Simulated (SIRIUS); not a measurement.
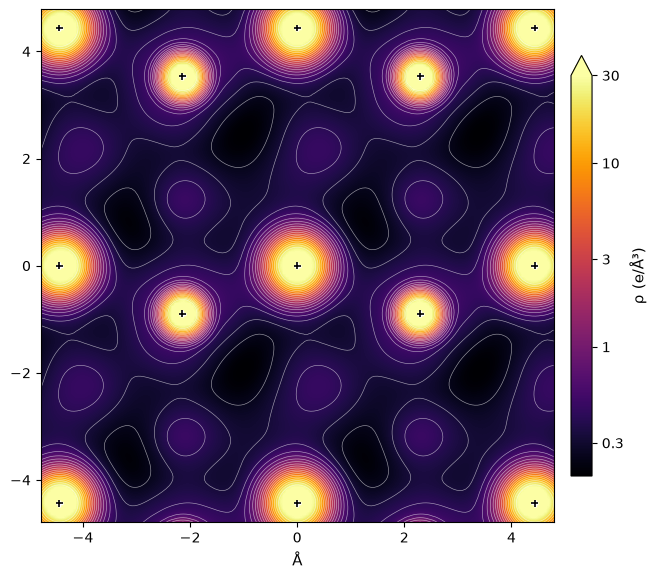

The electron density on a plane through atoms (crosses mark nuclei in the plane).

The calculation used Kohn-Sham DFT of a periodic cell, PBE, all-electron FP-LAPW in SIRIUS 7.12.0.

Candidates:
A. MgO, a = 3.31 Å, b = 3.31 Å, c = 4.98 Å, α = 90.00°, β = 90.00°, γ = 120.00°. Space group P6₃mc; a structure from a database of computed crystals, not necessarily the ambient phase.
B. CoSi, a = 4.44 Å, b = 4.44 Å, c = 4.44 Å, α = 90.00°, β = 90.00°, γ = 90.00°. Space group P2₁3; spin-polarised.
C. GaN, a = 3.18 Å, b = 3.18 Å, c = 5.17 Å, α = 90.00°, β = 90.00°, γ = 120.00°. Space group P6₃mc.

### Which candidate gave the map?

Candidate B: CoSi on the (010) plane of the conventional cell, which holds Co and Si. Co–Si (2.33 Å): ρ is about 0.48 e/Å³ halfway. Co–Si (2.47 Å): the density is about 0.39 e/Å³ at the midpoint.
